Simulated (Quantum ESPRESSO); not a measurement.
# 2H-MoS2: a series in the number of layers, part 4 of 8

What law, if any, do the results for 2H-MoS2 follow against the number of layers?

Quantum ESPRESSO 7.5; plane-wave DFT, PBE-D3(BJ), GBRV ultrasoft pseudopotentials.

So far. Step 6 (Potential by pp.x, 1 layers): The slope in the vacuum is 0.100 eV/Å for an applied 0.10 V/Å, as it should be. Step 9 (Electrostatic potential, 1 layers): The slope in the vacuum is 0.100 eV/Å for an applied 0.10 V/Å, as it should be.

### 11. Relaxation with pw.x, 2 layers

System of this step: 2H-MoS2, 2 layers, AA' stacking. The cell holds 6 atoms: 4 S and 2 Mo. Its edges and angles: a = 3.180 Å, b = 3.180 Å, c = 25.825 Å, α = 90.0°, β = 90.0°, γ = 120.0°. It derives from MoS2. Vacuum lies along c.

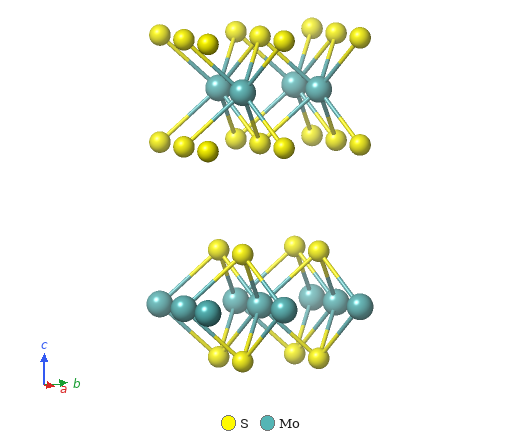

The cell of this step (sulfur yellow, molybdenum teal). Bonds to atoms that aren't drawn are left out. 2×2×1 cells are drawn. Some periodic images of atoms are drawn too.

m1.relax.in reads:

```
&control
  prefix = 'm1.relax'
  outdir = './out'
  pseudo_dir = './pseudo'
  nstep = 90
  forc_conv_thr = 6e-05
  calculation = 'relax'
  etot_conv_thr = 1e-07
/
&system
  ibrav = 0
  nat = 6
  ntyp = 2
  ecutwfc = 40
  ecutrho = 200
  vdw_corr = 'grimme-d3'
  dftd3_version = 4
  occupations = 'fixed'
/
&electrons
  conv_thr = 1e-10
  mixing_beta = 0.4
  electron_maxstep = 120
/
&ions
/
ATOMIC_SPECIES
  S   32.0600  s_pbe_v1.4.uspp.F.UPF
  Mo  95.9500  mo_pbe_v1.uspp.F.UPF
CELL_PARAMETERS angstrom
  3.18000000000000 0.00000000000000 0.00000000000000
  -1.59000000000000 2.75396078403451 0.00000000000000
  0.00000000000000 0.00000000000000 25.82519547599916
ATOMIC_POSITIONS crystal
  S   0.333333333300 0.666666666700 0.309775002766
  Mo  0.000000000000 0.000000000000 0.372941954223
  S   0.333333333300 0.666666666700 0.436108905680
  S   0.000000000000 0.000000000000 0.563891094320
  Mo  0.333333333300 0.666666666700 0.627058045777
  S   0.000000000000 0.000000000000 0.690224997234
K_POINTS automatic
  6 6 1 0 0 0
```

The run is started by

```sh
> OMP_NUM_THREADS=1 mpirun -n 8 pw.x -nk 2 -in m1.relax.in > m1.relax.out
```

What it wrote:

```text
[banner, memory and clock lines left out]
Program PWSCF v.7.5 starts
[...]
Message from routine setup:
[...]
number of electrons       =        52.00
     number of Kohn-Sham states=           26
     kinetic-energy cutoff     =      40.0000  Ry
     charge density cutoff     =     200.0000  Ry
[...]
number of k points=     7
[...]
Dense  grid:    73077 G-vectors     FFT dimensions: (  27,  27, 225)
[...]
negative rho (up, down):  2.917E-03 0.000E+00
     Starting wfcs are   42 randomized atomic wfcs
[...]
negative rho (up, down):  2.972E-03 0.000E+00
[...]
estimated scf accuracy    <       0.20033371 Ry
[...]
negative rho (up, down):  2.973E-03 0.000E+00
[...]
estimated scf accuracy    <       0.04927667 Ry
[...]
negative rho (up, down):  2.991E-03 0.000E+00
[...]
estimated scf accuracy    <       0.01073443 Ry
[...]
negative rho (up, down):  2.996E-03 0.000E+00
[...]
estimated scf accuracy    <       0.00338407 Ry
[...]
negative rho (up, down):  2.993E-03 0.000E+00
[...]
estimated scf accuracy    <       0.00251343 Ry
[...]
negative rho (up, down):  2.992E-03 0.000E+00
[...]
estimated scf accuracy    <       0.00041439 Ry
[...]
negative rho (up, down):  2.991E-03 0.000E+00
[...]
estimated scf accuracy    <       0.00051231 Ry
[...]
negative rho (up, down):  2.991E-03 0.000E+00
[...]
estimated scf accuracy    <       0.00004204 Ry
[...]
negative rho (up, down):  2.990E-03 0.000E+00
[...]
estimated scf accuracy    <       0.00005067 Ry
[...]
negative rho (up, down):  2.990E-03 0.000E+00
[...]
estimated scf accuracy    <       0.00002801 Ry
[...]
negative rho (up, down):  2.990E-03 0.000E+00
[...]
estimated scf accuracy    <       0.00000229 Ry
[...]
negative rho (up, down):  2.990E-03 0.000E+00
[...]
estimated scf accuracy    <       0.00001143 Ry
[...]
negative rho (up, down):  2.990E-03 0.000E+00
[...]
estimated scf accuracy    <       0.00000514 Ry
[...]
negative rho (up, down):  2.990E-03 0.000E+00
[...]
estimated scf accuracy    <       0.00000052 Ry
[...]
negative rho (up, down):  2.990E-03 0.000E+00
[...]
estimated scf accuracy    <       0.00000057 Ry
[...]
negative rho (up, down):  2.990E-03 0.000E+00
[...]
estimated scf accuracy    <       0.00000002 Ry
[...]
negative rho (up, down):  2.990E-03 0.000E+00
[...]
estimated scf accuracy    <       0.00000012 Ry
[...]
negative rho (up, down):  2.990E-03 0.000E+00
[...]
estimated scf accuracy    <       0.00000002 Ry
[...]
negative rho (up, down):  2.990E-03 0.000E+00
[...]
estimated scf accuracy    <       0.00000003 Ry
[...]
negative rho (up, down):  2.990E-03 0.000E+00
[...]
estimated scf accuracy    <          8.1E-09 Ry
[...]
negative rho (up, down):  2.990E-03 0.000E+00
[...]
estimated scf accuracy    <          1.3E-09 Ry
[...]
negative rho (up, down):  2.990E-03 0.000E+00
[...]
estimated scf accuracy    <          4.6E-10 Ry
[...]
negative rho (up, down):  2.990E-03 0.000E+00
[...]
estimated scf accuracy    <          1.6E-10 Ry
[...]
negative rho (up, down):  2.990E-03 0.000E+00
[...]
highest occupied level (ev):     1.8848
!    total energy              =    -375.59913633 Ry
     estimated scf accuracy    <          3.2E-11 Ry
[...]
one-electron contribution =   -2670.09369328 Ry
     hartree contribution      =    1341.14636243 Ry
     xc contribution           =     -72.35733287 Ry
     ewald contribution        =    1025.85389801 Ry
[...]
convergence has been achieved in  24 iterations
     negative rho (up, down):  2.990E-03 0.000E+00
[...]
Total force =     0.095682     Total SCF correction =     0.000033
[...]
negative rho (up, down):  3.020E-03 0.000E+00
[...]
negative rho (up, down):  3.014E-03 0.000E+00
[...]
estimated scf accuracy    <       0.00043783 Ry
[...]
negative rho (up, down):  3.010E-03 0.000E+00
[...]
estimated scf accuracy    <       0.00058780 Ry
[...]
negative rho (up, down):  3.004E-03 0.000E+00
[...]
estimated scf accuracy    <       0.00002959 Ry
[...]
negative rho (up, down):  3.004E-03 0.000E+00
[...]
estimated scf accuracy    <       0.00014233 Ry
[...]
negative rho (up, down):  3.003E-03 0.000E+00
[...]
estimated scf accuracy    <       0.00005286 Ry
[...]
negative rho (up, down):  3.003E-03 0.000E+00
[...]
estimated scf accuracy    <       0.00000469 Ry
[...]
negative rho (up, down):  3.003E-03 0.000E+00
[...]
estimated scf accuracy    <       0.00000897 Ry
[...]
negative rho (up, down):  3.002E-03 0.000E+00
[...]
estimated scf accuracy    <       0.00000251 Ry
[...]
negative rho (up, down):  3.002E-03 0.000E+00
[...]
estimated scf accuracy    <       0.00000116 Ry
[...]
negative rho (up, down):  3.002E-03 0.000E+00
[...]
estimated scf accuracy    <       0.00000038 Ry
[...]
negative rho (up, down):  3.002E-03 0.000E+00
[...]
estimated scf accuracy    <          3.4E-09 Ry
[...]
negative rho (up, down):  3.002E-03 0.000E+00
[...]
estimated scf accuracy    <       0.00000012 Ry
[...]
negative rho (up, down):  3.002E-03 0.000E+00
[...]
estimated scf accuracy    <       0.00000006 Ry
[...]
negative rho (up, down):  3.002E-03 0.000E+00
[...]
estimated scf accuracy    <          4.3E-09 Ry
[...]
negative rho (up, down):  3.002E-03 0.000E+00
[...]
estimated scf accuracy    <          1.8E-10 Ry
[...]
negative rho (up, down):  3.002E-03 0.000E+00
[...]
estimated scf accuracy    <          7.7E-10 Ry
[...]
negative rho (up, down):  3.002E-03 0.000E+00
[...]
estimated scf accuracy    <          1.4E-10 Ry
[...]
negative rho (up, down):  3.002E-03 0.000E+00
[...]
highest occupied level (ev):     1.9440
!    total energy              =    -375.60680848 Ry
     estimated scf accuracy    <          4.5E-11 Ry
[...]
one-electron contribution =   -2682.06067376 Ry
     hartree contribution      =    1347.09901108 Ry
     xc contribution           =     -72.43010810 Ry
     ewald contribution        =    1031.93379071 Ry
[...]
convergence has been achieved in  18 iterations
     negative rho (up, down):  3.002E-03 0.000E+00
[...]
Total force =     0.064332     Total SCF correction =     0.000043
[...]
negative rho (up, down):  3.031E-03 0.000E+00
[...]
negative rho (up, down):  3.027E-03 0.000E+00
[...]
estimated scf accuracy    <       0.00053093 Ry
[...]
negative rho (up, down):  3.005E-03 0.000E+00
[...]
estimated scf accuracy    <       0.00000066 Ry
[...]
negative rho (up, down):  3.005E-03 0.000E+00
[...]
estimated scf accuracy    <       0.00000027 Ry
[...]
negative rho (up, down):  3.005E-03 0.000E+00
[...]
estimated scf accuracy    <       0.00000007 Ry
[...]
negative rho (up, down):  3.005E-03 0.000E+00
[...]
estimated scf accuracy    <       0.00000004 Ry
[...]
negative rho (up, down):  3.005E-03 0.000E+00
[...]
estimated scf accuracy    <          7.9E-09 Ry
[...]
negative rho (up, down):  3.005E-03 0.000E+00
[...]
estimated scf accuracy    <          2.1E-09 Ry
[...]
negative rho (up, down):  3.005E-03 0.000E+00
[...]
estimated scf accuracy    <          5.9E-11 Ry
[...]
negative rho (up, down):  3.005E-03 0.000E+00
[...]
estimated scf accuracy    <          1.2E-10 Ry
[...]
negative rho (up, down):  3.005E-03 0.000E+00
[...]
estimated scf accuracy    <          1.7E-10 Ry
[...]
negative rho (up, down):  3.005E-03 0.000E+00
[...]
estimated scf accuracy    <          5.5E-11 Ry
[...]
negative rho (up, down):  3.005E-03 0.000E+00
[...]
estimated scf accuracy    <          6.3E-11 Ry
[...]
negative rho (up, down):  3.005E-03 0.000E+00
[...]
highest occupied level (ev):     2.0616
!    total energy              =    -375.61274443 Ry
     estimated scf accuracy    <          3.6E-11 Ry
[...]
one-electron contribution =   -2713.91784612 Ry
     hartree contribution      =    1362.96824267 Ry
     xc contribution           =     -72.56146920 Ry
     ewald contribution        =    1048.04818835 Ry
[...]
convergence has been achieved in  17 iterations
     negative rho (up, down):  3.005E-03 0.000E+00
[...]
Total force =     0.005155     Total SCF correction =     0.000030
[...]
negative rho (up, down):  2.992E-03 0.000E+00
[...]
negative rho (up, down):  2.991E-03 0.000E+00
[...]
estimated scf accuracy    <       0.00004183 Ry
[...]
negative rho (up, down):  2.991E-03 0.000E+00
[...]
estimated scf accuracy    <       0.00015391 Ry
[...]
negative rho (up, down):  2.990E-03 0.000E+00
[...]
estimated scf accuracy    <       0.00000385 Ry
[...]
negative rho (up, down):  2.990E-03 0.000E+00
[...]
estimated scf accuracy    <       0.00001375 Ry
[...]
negative rho (up, down):  2.990E-03 0.000E+00
[...]
estimated scf accuracy    <       0.00000507 Ry
[...]
negative rho (up, down):  2.990E-03 0.000E+00
[...]
estimated scf accuracy    <       0.00000287 Ry
[...]
negative rho (up, down):  2.990E-03 0.000E+00
[...]
estimated scf accuracy    <       0.00000128 Ry
[...]
negative rho (up, down):  2.990E-03 0.000E+00
[...]
estimated scf accuracy    <       0.00000008 Ry
[...]
negative rho (up, down):  2.990E-03 0.000E+00
[...]
estimated scf accuracy    <       0.00000008 Ry
[...]
negative rho (up, down):  2.990E-03 0.000E+00
[...]
estimated scf accuracy    <       0.00000003 Ry
[...]
negative rho (up, down):  2.990E-03 0.000E+00
[...]
estimated scf accuracy    <          4.3E-09 Ry
[...]
negative rho (up, down):  2.990E-03 0.000E+00
[...]
estimated scf accuracy    <          5.8E-09 Ry
[...]
negative rho (up, down):  2.990E-03 0.000E+00
[...]
estimated scf accuracy    <          3.1E-09 Ry
[...]
estimated scf accuracy    <       0.00000002 Ry
[...]
negative rho (up, down):  2.955E-03 0.000E+00
[...]
estimated scf accuracy    <          2.8E-10 Ry
[...]
negative rho (up, down):  2.956E-03 0.000E+00
[...]
highest occupied level (ev):     2.0806
!    total energy              =    -375.61312411 Ry
     estimated scf accuracy    <          3.4E-11 Ry
[...]
one-electron contribution =   -2747.37658042 Ry
     hartree contribution      =    1379.70214921 Ry
     xc contribution           =     -72.55363035 Ry
     ewald contribution        =    1064.76546893 Ry
[...]
convergence has been achieved in  14 iterations
     negative rho (up, down):  2.956E-03 0.000E+00
[...]
Total force =     0.009132     Total SCF correction =     0.000036
[...]
negative rho (up, down):  3.031E-03 0.000E+00
[...]
negative rho (up, down):  3.030E-03 0.000E+00
[...]
estimated scf accuracy    <       0.00055744 Ry
[...]
negative rho (up, down):  3.032E-03 0.000E+00
[...]
estimated scf accuracy    <       0.00214303 Ry
[...]
negative rho (up, down):  3.031E-03 0.000E+00
[...]
estimated scf accuracy    <       0.00004783 Ry
[...]
negative rho (up, down):  3.032E-03 0.000E+00
[...]
estimated scf accuracy    <       0.00019434 Ry
[...]
negative rho (up, down):  3.033E-03 0.000E+00
[...]
estimated scf accuracy    <       0.00001310 Ry
[...]
negative rho (up, down):  3.034E-03 0.000E+00
[...]
estimated scf accuracy    <       0.00004493 Ry
[...]
negative rho (up, down):  3.034E-03 0.000E+00
[...]
estimated scf accuracy    <       0.00000020 Ry
[...]
negative rho (up, down):  3.034E-03 0.000E+00
[...]
estimated scf accuracy    <       0.00000036 Ry
[...]
negative rho (up, down):  3.034E-03 0.000E+00
[...]
estimated scf accuracy    <       0.00000018 Ry
[...]
negative rho (up, down):  3.034E-03 0.000E+00
[...]
estimated scf accuracy    <          9.2E-09 Ry
[...]
negative rho (up, down):  3.034E-03 0.000E+00
[...]
estimated scf accuracy    <          8.1E-09 Ry
[...]
negative rho (up, down):  3.034E-03 0.000E+00
[...]
estimated scf accuracy    <          5.5E-09 Ry
[...]
negative rho (up, down):  3.034E-03 0.000E+00
[...]
estimated scf accuracy    <          3.3E-10 Ry
[...]
negative rho (up, down):  3.034E-03 0.000E+00
[...]
estimated scf accuracy    <          1.9E-10 Ry
[...]
negative rho (up, down):  3.034E-03 0.000E+00
[...]
estimated scf accuracy    <          1.0E-10 Ry
[...]
negative rho (up, down):  3.034E-03 0.000E+00
[...]
highest occupied level (ev):     2.0985
!    total energy              =    -375.61339807 Ry
     estimated scf accuracy    <          2.1E-12 Ry
[...]
one-electron contribution =   -2772.64918486 Ry
     hartree contribution      =    1392.34025133 Ry
     xc contribution           =     -72.55097369 Ry
     ewald contribution        =    1077.39757469 Ry
[...]
convergence has been achieved in  16 iterations
     negative rho (up, down):  3.034E-03 0.000E+00
[...]
Total force =     0.011030     Total SCF correction =     0.000008
[...]
negative rho (up, down):  3.182E-03 0.000E+00
[...]
negative rho (up, down):  3.180E-03 0.000E+00
[...]
estimated scf accuracy    <       0.00147384 Ry
[...]
negative rho (up, down):  3.183E-03 0.000E+00
[...]
estimated scf accuracy    <       0.00746508 Ry
[...]
negative rho (up, down):  3.181E-03 0.000E+00
[...]
estimated scf accuracy    <       0.00013211 Ry
[...]
negative rho (up, down):  3.182E-03 0.000E+00
[...]
estimated scf accuracy    <       0.00058625 Ry
[...]
negative rho (up, down):  3.183E-03 0.000E+00
[...]
estimated scf accuracy    <       0.00001464 Ry
[...]
negative rho (up, down):  3.184E-03 0.000E+00
[...]
estimated scf accuracy    <       0.00008845 Ry
[...]
negative rho (up, down):  3.185E-03 0.000E+00
[...]
estimated scf accuracy    <       0.00000035 Ry
[...]
negative rho (up, down):  3.185E-03 0.000E+00
[...]
estimated scf accuracy    <       0.00000183 Ry
[...]
negative rho (up, down):  3.185E-03 0.000E+00
[...]
estimated scf accuracy    <       0.00000050 Ry
[...]
negative rho (up, down):  3.185E-03 0.000E+00
[...]
estimated scf accuracy    <       0.00000010 Ry
[...]
negative rho (up, down):  3.185E-03 0.000E+00
[...]
estimated scf accuracy    <       0.00000006 Ry
[...]
negative rho (up, down):  3.185E-03 0.000E+00
[...]
estimated scf accuracy    <          6.3E-10 Ry
```

Wall time 3.2 min (8 MPI ranks of Arm Neoverse V2, shared host); peak memory 0.74 GiB; 25 min of CPU time.

Step by step:

```tsv
step	energy less that of the first step (eV)	largest force (eV/Å)
1	0.0000	1.2590
2	-0.1044	0.8554
3	-0.1698	0.3839
4	-0.1835	0.0615
5	-0.1837	0.0357
6	-0.1840	0.0537
7	-0.1845	0.0694
8	-0.1851	0.0853
9	-0.1862	0.1022
10	-0.1879	0.1206
11	-0.1903	0.1418
12	-0.1940	0.1685
13	-0.1993	0.1978
14	-0.2051	0.2200
15	-0.2087	0.2202
16	-0.2107	0.1685
17	-0.2134	0.0515
18	-0.2137	0.0025
19	-0.2137	0.0005
20	-0.2137	0.0000
```

The atoms that moved most (Å):

```tsv
atom	dx	dy	dz	length
S1	0.000	0.000	0.310	0.310
S6	0.000	0.000	-0.310	0.310
Mo5	0.000	0.000	-0.236	0.236
Mo2	0.000	0.000	0.236	0.236
S4	0.000	0.000	-0.161	0.161
S3	0.000	0.000	0.161	0.161
```

Final coordinates:

```cif
data_structure
_symmetry_space_group_name_H-M 'P 1'
_symmetry_Int_Tables_number 1
_cell_length_a 3.1800
_cell_length_b 3.1800
_cell_length_c 25.8252
_cell_angle_alpha 90.000
_cell_angle_beta 90.000
_cell_angle_gamma 120.000
_cell_volume 226.17
loop_
_atom_site_label
_atom_site_type_symbol
_atom_site_fract_x
_atom_site_fract_y
_atom_site_fract_z
_atom_site_occupancy
S1 S 0.33333 0.66667 0.32176 1
Mo2 Mo 0.00000 0.00000 0.38207 1
S3 S 0.33333 0.66667 0.44234 1
S4 S 0.00000 0.00000 0.55766 1
Mo5 Mo 0.33333 0.66667 0.61793 1
S6 S 0.00000 0.00000 0.67824 1
```

The relaxation lowers the energy by 36 meV an atom.

Numbers from this step:

```
free energy                    : -5110.5003 eV
valence top, on the run's zero : 2.294 eV
```

### 12. Ground state, 2 layers

m1.f0.in reads:

```
&control
  prefix = 'm1.f0'
  outdir = './out'
  pseudo_dir = './pseudo'
  calculation = 'scf'
  tprnfor = .true.
  tefield = .true.
  dipfield = .true.
/
&system
  ibrav = 0
  nat = 6
  ntyp = 2
  ecutwfc = 40
  ecutrho = 200
  vdw_corr = 'grimme-d3'
  dftd3_version = 4
  occupations = 'fixed'
  edir = 3
  emaxpos = 0.97
  eopreg = 0.04
  eamp = 0.0
  nbnd = 30
/
&electrons
  conv_thr = 1e-09
  mixing_beta = 0.4
  electron_maxstep = 120
  mixing_mode = 'plain'
/
ATOMIC_SPECIES
  S   32.0600  s_pbe_v1.4.uspp.F.UPF
  Mo  95.9500  mo_pbe_v1.uspp.F.UPF
CELL_PARAMETERS angstrom
  3.18000000000000 0.00000000000000 0.00000000000000
  -1.59000000000000 2.75396078403451 0.00000000000000
  0.00000000000000 0.00000000000000 25.82519547599916
ATOMIC_POSITIONS crystal
  S   0.333333333300 0.666666666700 0.321760249900
  Mo  0.000000000000 0.000000000000 0.382073850000
  S   0.333333333300 0.666666666700 0.442344735500
  S   0.000000000000 0.000000000000 0.557655264500
  Mo  0.333333333300 0.666666666700 0.617926150000
  S   0.000000000000 0.000000000000 0.678239750100
K_POINTS automatic
  6 6 1 0 0 0
```

The run is started by

```sh
> OMP_NUM_THREADS=1 mpirun -n 8 pw.x -nk 2 -in m1.f0.in > m1.f0.out
```

What it wrote:

```text
[banner, memory and clock lines left out]
Program PWSCF v.7.5 starts
[...]
number of electrons       =        52.00
     number of Kohn-Sham states=           30
     kinetic-energy cutoff     =      40.0000  Ry
     charge density cutoff     =     200.0000  Ry
[...]
number of k points=    20
[...]
Dense  grid:    73077 G-vectors     FFT dimensions: (  27,  27, 225)
[...]
negative rho (up, down):  3.225E-03 0.000E+00
[...]
Starting wfcs are   42 randomized atomic wfcs
[...]
negative rho (up, down):  3.277E-03 0.000E+00
[...]
estimated scf accuracy    <       0.20468458 Ry
[...]
negative rho (up, down):  3.276E-03 0.000E+00
[...]
estimated scf accuracy    <       0.05809296 Ry
[...]
negative rho (up, down):  3.299E-03 0.000E+00
[...]
estimated scf accuracy    <       0.02155410 Ry
[...]
negative rho (up, down):  3.299E-03 0.000E+00
[...]
estimated scf accuracy    <       0.00547973 Ry
[...]
negative rho (up, down):  3.290E-03 0.000E+00
[...]
estimated scf accuracy    <       0.00296781 Ry
[...]
negative rho (up, down):  3.289E-03 0.000E+00
[...]
estimated scf accuracy    <       0.00030065 Ry
[...]
negative rho (up, down):  3.289E-03 0.000E+00
[...]
estimated scf accuracy    <       0.00022135 Ry
[...]
negative rho (up, down):  3.287E-03 0.000E+00
[...]
estimated scf accuracy    <       0.00011650 Ry
[...]
negative rho (up, down):  3.286E-03 0.000E+00
[...]
estimated scf accuracy    <       0.00001234 Ry
[...]
negative rho (up, down):  3.285E-03 0.000E+00
[...]
estimated scf accuracy    <       0.00000723 Ry
[...]
negative rho (up, down):  3.285E-03 0.000E+00
[...]
estimated scf accuracy    <       0.00000400 Ry
[...]
negative rho (up, down):  3.285E-03 0.000E+00
[...]
estimated scf accuracy    <       0.00000012 Ry
[...]
negative rho (up, down):  3.285E-03 0.000E+00
[...]
estimated scf accuracy    <       0.00000018 Ry
[...]
negative rho (up, down):  3.285E-03 0.000E+00
[...]
estimated scf accuracy    <       0.00000003 Ry
[...]
negative rho (up, down):  3.285E-03 0.000E+00
[...]
Total length         46.8504 bohr
[...]
estimated scf accuracy    <       0.00000002 Ry
[...]
negative rho (up, down):  3.285E-03 0.000E+00
[...]
Computed dipole along edir(3) :
        Dipole               -0.0000 Ry au,         -0.0000 Debye
        Dipole field         -0.0000 Ry au,
        Potential amp.        0.0000 Ry
        Total length         46.8504 bohr
[...]
highest occupied, lowest unoccupied level (ev):     2.2941    3.4192
!    total energy              =    -375.61484170 Ry
     estimated scf accuracy    <          9.7E-11 Ry
[...]
one-electron contribution =   -2950.25294021 Ry
     hartree contribution      =    1481.12783492 Ry
     xc contribution           =     -72.59191062 Ry
     ewald contribution        =    1166.25739832 Ry
[...]
electric field correction =       0.00000000 Ry
     convergence has been achieved in  16 iterations
     negative rho (up, down):  3.285E-03 0.000E+00
[...]
Total force =     0.000012     Total SCF correction =     0.000051
[...]
```

It took 18 s on 8 MPI ranks; peak memory 0.77 GiB; 2.4 min of CPU time.

This step gave:

| Property | Result |
| --- | --- |
| dipole along the normal | 0 e·Å |
| conduction bottom, on the run's zero | 3.419 eV |
| gap by band count | 1.125 eV |

(Part 4 of 8 ends here.)

[Logs are printed without paths, hosts, clocks, repeated set-up lines and the standing remarks that a program may print on its own settings, such as how far it seeks lower states.]

[Hosts, paths, dates, database ids (printed as entryN), source tags and the programs' standing remarks are cut or masked in the printed files.]

[Maps of the electrostatic potential energy from Ansatz leave out the sawtooth potential of an applied field or a dipole correction, so their vacuum need not be flat; planar profiles and work functions include it.]
